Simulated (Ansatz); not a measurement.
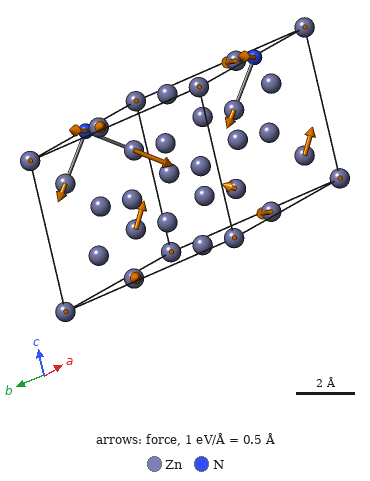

Starting geometry of a defect cell of composition Zn16N with the computed forces as orange arrows. A ball-and-stick model of the cell of the calculation, seen from a free direction.

Case: N interstitial, charge +0, atoms relaxed.

These are results of DFT PBE, scalar-relativistic, plane waves, PAW in Ansatz, not measurements. Settings: plane-wave cutoff 420 eV; k-point mesh 4 × 4 × 4; occupations gaussian; smearing width 0.1 eV; mesh shifted by (0.5, 0.5, 0.5); no spin polarisation; atoms relaxed in a fixed cell; force threshold 0.02 eV/Å; at most 60 steps.

> What follows when this structure is relaxed?

It isn't relaxed: the largest force vector, on a Zn atom, is 3.05 eV/Å. The atoms end up moving mostly along the starting forces (cosine between the two patterns 0.96). A Zn atom moves most: 0.14 Å along [0 −1 −1]. Largest moves by element: Zn 0.14 Å, N 0.12 Å. The cell stays as it was. Some distances before and after: N–Zn 1.854 → 2.088 Å, N–Zn 1.889 → 2.091 Å, N–Zn 1.926 → 2.093 Å, N–Zn 2.013 → 2.096 Å. Among the angles between lasting bonds that change: Zn–N–Zn 172.0° → 179.2°, Zn–N–Zn 172.9° → 179.3°, Zn–N–Zn 95.8° → 90.5°. After 3 accepted moves (4 points after the start) the energy has fallen by 0.779 eV per cell of the calculation. The largest force component goes from 3 to 0.0092 eV/Å. 1 step only repeated the SCF at the same geometry. Cost: 3.8 min on 4 threads of Arm Neoverse V1, on a shared host, peak memory 1.3 GiB.

Limits of the set-up: the cell has an odd number of electrons but was run without spin polarisation; the periodic images lie only 6.8 Å apart, so the values are limited by the cell's size.
